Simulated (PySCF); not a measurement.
# ZrC: tune calculation

ZrC (Fm-3m, 2 atoms in the cell), computed with Kohn-Sham DFT of a periodic cell in Gaussian orbitals, LDA, DZVP-MOLOPT-SR/GTH-PBE, no spin polarisation (PySCF 2.14.0).

The structure derives from an entry of the Crystallography Open Database. It belongs to a series of runs on one base structure; here: coulomb method = multigrid.

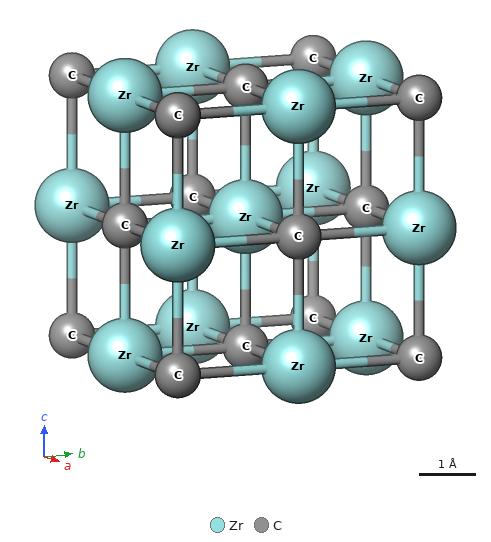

Figure 1. The structure (ball-and-stick view of the cell 4 times as large as that of the calculation, set on its symmetry axes, seen slightly off an axis). An atom can appear more than once, as a periodic image.

Input:
```python
import json
import numpy as np
from pyscf.pbc import gto, scf, dft, df

cell = gto.Cell()
cell.a = '''
  0.0000000000    2.3650000000    2.3650000000
  2.3650000000    0.0000000000    2.3650000000
  2.3650000000    2.3650000000    0.0000000000'''
cell.atom = '''
Zr   2.3650000000    2.3650000000    2.3650000000
C    0.0000000000    0.0000000000    0.0000000000'''
cell.unit = 'A'
cell.basis = {'C': 'DZVP-MOLOPT-SR-GTH-q4', 'Zr': 'DZVP-MOLOPT-SR-GTH-q12'}
cell.pseudo = {'C': 'GTH-PBE-q4', 'Zr': 'GTH-PBE-q12'}
cell.ke_cutoff = 160  # hartree
cell.exp_to_discard = 0.02
cell.precision = 1e-08
cell.max_memory = 26880  # MB
cell.verbose = 4
cell.build()

res = {}
kpts = cell.make_kpts([3, 3, 3])
mf = dft.KRKS(cell, kpts, xc='LDA_X,LDA_C_PW')
mf = mf.multigrid_numint()
mf = mf.smearing(sigma=0.00183747, method='fermi')  # hartree
mf.conv_tol = 1e-07
mf.max_cycle = 60

mf.kernel()
res.update(converged=bool(mf.converged), e_tot=mf.e_tot, nelec=cell.nelectron, nao=cell.nao, mesh=list(map(int, cell.mesh)), a=cell.lattice_vectors().tolist(), coords=cell.atom_coords().tolist(),
           mo_energy=[np.real(x).tolist() for x in mf.mo_energy], mo_occ=[np.real(x).tolist() for x in mf.mo_occ])
res.update(e_free=mf.e_free, e_zero=mf.e_zero)
res.update(kpts=cell.get_scaled_kpts(kpts).tolist())
res['parts'] = {k: float(np.real(v)) for k, v in mf.scf_summary.items() if np.isscalar(v)}
json.dump(res, open('results.json', 'w'))
if not mf.converged:
    raise SystemExit('SCF not converged')

print('levels (eV)')
for i, kp in enumerate(res['kpts'][:40]):
    print('k %7.4f %7.4f %7.4f  ' % tuple(kp), ' '.join('%.3f' % (x * 27.211386) for x in res['mo_energy'][i][:13]))

# Mulliken populations
dm, s = np.asarray(mf.make_rdm1()), np.asarray(mf.get_ovlp())
sites = cell.aoslice_by_atom()[:, 2:]
tot = np.einsum('kij,kji->i', dm, s).real / len(kpts)
res['mulliken'] = [cell.atom_charge(i) - tot[a0:a1].sum() for i, (a0, a1) in enumerate(sites)]
print('Mulliken charges', np.round(res['mulliken'], 5))
res['meta_lowdin'] = mf.mulliken_meta()[1].tolist()
res['done'] = True
json.dump(res, open('results.json', 'w'))
```

Machine: 8 threads of Arm Neoverse N1, 90 GiB of memory available, host not shared.

Command:
```bash
OMP_NUM_THREADS=8 python -u run.py > log
```

Log:
```
Discarded 0 diffused primitive functions, 0 contracted functions

PySCF version 2.14.0

[INPUT] verbose = 4
[INPUT] num. atoms = 2
[INPUT] num. electrons = 16
[INPUT] charge = 0
[INPUT] spin (= nelec alpha-beta = 2S) = 0
[INPUT] symmetry False subgroup None
[INPUT] Mole.unit = A
[INPUT] Symbol           X                Y                Z      unit          X                Y                Z       unit  Magmom
[INPUT]  1 Zr     2.365000000000   2.365000000000   2.365000000000 AA    4.469202284596   4.469202284596   4.469202284596 Bohr   0.0
[INPUT]  2 C      0.000000000000   0.000000000000   0.000000000000 AA    0.000000000000   0.000000000000   0.000000000000 Bohr   0.0

nuclear repulsion = -46.8871308249176
number of shells = 7
number of NR pGTOs = 157
number of NR cGTOs = 39
basis = {'C': 'DZVP-MOLOPT-SR-GTH-q4', 'Zr': 'DZVP-MOLOPT-SR-GTH-q12'}
ecp = {}
lattice vectors  a1 [0.000000000, 4.469202285, 4.469202285]
                 a2 [4.469202285, 0.000000000, 4.469202285]
                 a3 [4.469202285, 4.469202285, 0.000000000]
dimension = 3
low_dim_ft_type = None
Cell volume = 178.534
exp_to_discard = 0.02
rcut = 36.370812609706434 (nimgs = [8 8 8])
precision = 1e-08
pseudo = {'C': 'GTH-PBE-q4', 'Zr': 'GTH-PBE-q12'}
ke_cutoff = 160
    = [37 37 37] mesh (50653 PWs)

******** <class 'pyscf.pbc.scf.smearing.SmearingKRKS'> ********
method = SmearingKRKS
initial guess = minao
damping factor = 0
level_shift factor = 0
DIIS = <class 'pyscf.scf.diis.CDIIS'>
diis_start_cycle = 1
diis_space = 8
diis_damp = 0
SCF conv_tol = 1e-07
SCF conv_tol_grad = None
SCF max_cycles = 60
direct_scf = True
direct_scf_tol = 1e-13

******** PBC SCF flags ********
N kpts = 27
Exchange divergence treatment (exxdiv) = ewald
    madelung (= occupied orbital energy shift) = 0.17097988194731661
    Total energy shift due to Ewald probe charge = -1/2 * Nelec*madelung = -1.36783905558
Smearing method = fermi
DF object = <pyscf.pbc.df.fft.FFTDF object>
XC functionals = LDA_X,LDA_C_PW
small_rho_cutoff = 0
Uniform grid, mesh = [37 37 37]
Set gradient conv threshold to 0.000316228
nelec by numeric integration = 16.003607931478545
init E= -52.8617821325846
    sigma = 0.00183747  Optimized mu = 0.546611557721  entropy = 0.499853462324
nelec by numeric integration = 16.000000000000515
    Total E(T) = -52.765463201765  Free energy = -52.7663816675065  E0 = -52.7659224346357
cycle= 1 E= -52.765463201765  delta_E= 0.0963  |g|= 0.716  |ddm|= 16.8
    sigma = 0.00183747  Optimized mu = 0.516425900176  entropy = 0.499854311142
nelec by numeric integration = 16.00000000000055
    Total E(T) = -52.7697855529839  Free energy = -52.770704020285  E0 = -52.7702447866345
cycle= 2 E= -52.7697855529839  delta_E= -0.00432  |g|= 0.479  |ddm|=  5.6
    sigma = 0.00183747  Optimized mu = 0.533859310449  entropy = 0.499853474094
nelec by numeric integration = 16.000000000000632
    Total E(T) = -52.7712043032445  Free energy = -52.7721227690075  E0 = -52.771663536126
cycle= 3 E= -52.7712043032445  delta_E= -0.00142  |g|= 0.442  |ddm|= 1.51
    sigma = 0.00183747  Optimized mu = 0.529128378005  entropy = 0.49985346604
nelec by numeric integration = 16.000000000000565
    Total E(T) = -52.7736982346015  Free energy = -52.7746167003497  E0 = -52.7741574674756
cycle= 4 E= -52.7736982346015  delta_E= -0.00249  |g|= 0.00438  |ddm|= 0.669
    sigma = 0.00183747  Optimized mu = 0.529054385237  entropy = 0.499853466179
nelec by numeric integration = 16.00000000000056
    Total E(T) = -52.7736984753931  Free energy = -52.7746169411416  E0 = -52.7741577082673
cycle= 5 E= -52.7736984753931  delta_E= -2.41e-07  |g|= 6.6e-05  |ddm|= 0.00694
    sigma = 0.00183747  Optimized mu = 0.529052328267  entropy = 0.49985346618
nelec by numeric integration = 16.000000000000565
    Total E(T) = -52.7736984754637  Free energy = -52.7746169412122  E0 = -52.774157708338
cycle= 6 E= -52.7736984754637  delta_E= -7.07e-11  |g|= 1.88e-07  |ddm|= 0.000381
    sigma = 0.00183747  Optimized mu = 0.529052338158  entropy = 0.49985346618
nelec by numeric integration = 16.000000000000565
    Total E(T) = -52.7736984754638  Free energy = -52.7746169412123  E0 = -52.7741577083381
Extra cycle  E= -52.7736984754638  delta_E= -7.11e-14  |g|= 2.73e-07  |ddm|= 1.51e-06
converged SCF energy = -52.7736984754638
levels (eV)
k  0.0000  0.0000  0.0000   -34.126 -11.479 -11.479 -11.479 3.357 15.564 15.564 15.564 15.623 15.623 15.623 17.335 17.335
k -0.0000 -0.0000  0.3333   -34.056 -12.104 -11.538 -11.538 5.367 10.657 12.200 12.200 17.934 17.934 18.118 22.904 22.904
k -0.0000 -0.0000  0.6667   -34.056 -12.104 -11.538 -11.538 5.367 10.657 12.200 12.200 17.934 17.934 18.118 22.904 22.904
k  0.0000  0.3333 -0.0000   -34.056 -12.104 -11.538 -11.538 5.367 10.657 12.200 12.200 17.934 17.934 18.118 22.904 22.904
k  0.0000  0.3333  0.3333   -34.033 -12.029 -11.685 -11.685 4.742 11.379 13.313 14.341 14.341 18.497 19.949 19.949 22.099
k -0.0000  0.3333  0.6667   -34.009 -12.020 -11.983 -11.642 5.471 10.887 12.227 12.497 17.176 18.876 19.689 21.576 23.249
k  0.0000  0.6667 -0.0000   -34.056 -12.104 -11.538 -11.538 5.367 10.657 12.200 12.200 17.934 17.934 18.118 22.904 22.904
k  0.0000  0.6667  0.3333   -34.009 -12.020 -11.983 -11.642 5.471 10.887 12.227 12.497 17.176 18.876 19.689 21.576 23.249
k  0.0000  0.6667  0.6667   -34.033 -12.029 -11.685 -11.685 4.742 11.379 13.313 14.341 14.341 18.497 19.949 19.949 22.099
k  0.3333  0.0000  0.0000   -34.056 -12.104 -11.538 -11.538 5.367 10.657 12.200 12.200 17.934 17.934 18.118 22.904 22.904
k  0.3333  0.0000  0.3333   -34.033 -12.029 -11.685 -11.685 4.742 11.379 13.313 14.341 14.341 18.497 19.949 19.949 22.099
k  0.3333 -0.0000  0.6667   -34.009 -12.020 -11.983 -11.642 5.471 10.887 12.227 12.497 17.176 18.876 19.689 21.576 23.249
k  0.3333  0.3333  0.0000   -34.033 -12.029 -11.685 -11.685 4.742 11.379 13.313 14.341 14.341 18.497 19.949 19.949 22.099
k  0.3333  0.3333  0.3333   -34.056 -12.104 -11.538 -11.538 5.367 10.657 12.200 12.200 17.934 17.934 18.118 22.904 22.904
k  0.3333  0.3333  0.6667   -34.009 -12.020 -11.983 -11.642 5.471 10.887 12.227 12.497 17.176 18.876 19.689 21.576 23.249
k  0.3333  0.6667 -0.0000   -34.009 -12.020 -11.983 -11.642 5.471 10.887 12.227 12.497 17.176 18.876 19.689 21.576 23.249
k  0.3333  0.6667  0.3333   -34.009 -12.020 -11.983 -11.642 5.471 10.887 12.227 12.497 17.176 18.876 19.689 21.576 23.249
k  0.3333  0.6667  0.6667   -34.009 -12.020 -11.983 -11.642 5.471 10.887 12.227 12.497 17.176 18.876 19.689 21.576 23.249
k  0.6667  0.0000  0.0000   -34.056 -12.104 -11.538 -11.538 5.367 10.657 12.200 12.200 17.934 17.934 18.118 22.904 22.904
k  0.6667  0.0000  0.3333   -34.009 -12.020 -11.983 -11.642 5.471 10.887 12.227 12.497 17.176 18.876 19.689 21.576 23.249
k  0.6667  0.0000  0.6667   -34.033 -12.029 -11.685 -11.685 4.742 11.379 13.313 14.341 14.341 18.497 19.949 19.949 22.099
k  0.6667  0.3333  0.0000   -34.009 -12.020 -11.983 -11.642 5.471 10.887 12.227 12.497 17.176 18.876 19.689 21.576 23.249
k  0.6667  0.3333  0.3333   -34.009 -12.020 -11.983 -11.642 5.471 10.887 12.227 12.497 17.176 18.876 19.689 21.576 23.249
k  0.6667  0.3333  0.6667   -34.009 -12.020 -11.983 -11.642 5.471 10.887 12.227 12.497 17.176 18.876 19.689 21.576 23.249
k  0.6667  0.6667  0.0000   -34.033 -12.029 -11.685 -11.685 4.742 11.379 13.313 14.341 14.341 18.497 19.949 19.949 22.099
k  0.6667  0.6667  0.3333   -34.009 -12.020 -11.983 -11.642 5.471 10.887 12.227 12.497 17.176 18.876 19.689 21.576 23.249
k  0.6667  0.6667  0.6667   -34.056 -12.104 -11.538 -11.538 5.367 10.657 12.200 12.200 17.934 17.934 18.118 22.904 22.904
Mulliken charges [ 0.16912 -0.16912]
 ** Mulliken pop on meta-lowdin orthogonal AOs **
 ** Mulliken pop  **
pop of  0 Zr 4s           1.99988
pop of  0 Zr 5s           0.59912
pop of  0 Zr 6s           0.00303
pop of  0 Zr 4px          1.99930
pop of  0 Zr 4py          1.99930
pop of  0 Zr 4pz          1.99930
pop of  0 Zr 5px          0.01113
pop of  0 Zr 5py          0.01113
pop of  0 Zr 5pz          0.01113
pop of  0 Zr 4dxy         0.49769
pop of  0 Zr 4dyz         0.49769
pop of  0 Zr 4dz^2        0.66655
pop of  0 Zr 4dxz         0.49769
pop of  0 Zr 4dx2-y2      0.66655
pop of  0 Zr 5dxy         0.00525
pop of  0 Zr 5dyz         0.00525
pop of  0 Zr 5dz^2        0.00381
pop of  0 Zr 5dxz         0.00525
pop of  0 Zr 5dx2-y2      0.00381
pop of  0 Zr 4f-3         0.00292
pop of  0 Zr 4f-2         0.00184
pop of  0 Zr 4f-1         0.00298
pop of  0 Zr 4f+0         0.00283
pop of  0 Zr 4f+1         0.00298
pop of  0 Zr 4f+2         0.00307
pop of  0 Zr 4f+3         0.00292
pop of  1 C 2s            1.29680
pop of  1 C 3s            0.00049
pop of  1 C 2px           1.05213
pop of  1 C 2py           1.05213
pop of  1 C 2pz           1.05213
pop of  1 C 3px           0.00935
pop of  1 C 3py           0.00935
pop of  1 C 3pz           0.00935
pop of  1 C 3dxy          0.00436
pop of  1 C 3dyz          0.00436
pop of  1 C 3dz^2         0.00139
pop of  1 C 3dxz          0.00436
pop of  1 C 3dx2-y2       0.00139
 ** Mulliken atomic charges  **
charge of    0Zr =      0.49761
charge of    1C =     -0.49761
```

Summary:

| quantity | value |
| --- | --- |
| outcome | converged |
| space group (tolerance 0.01 Å) | Fm-3m (225) |
| electrons treated | 16 |
| free energy | −1436.0705 eV |
| total energy | −1436.0455 eV |
| Fermi energy | 14.396 eV |
| gap on the k-point mesh | none (metallic) |
| wall time | 13 min (CPU time 1.7 h) |
| peak memory | 1.5 GiB |

Points of doubt noted for this run: coarse mesh; density mesh low for hard elements. The k-point mesh is coarse for a cell of this size, so the results may not be converged.
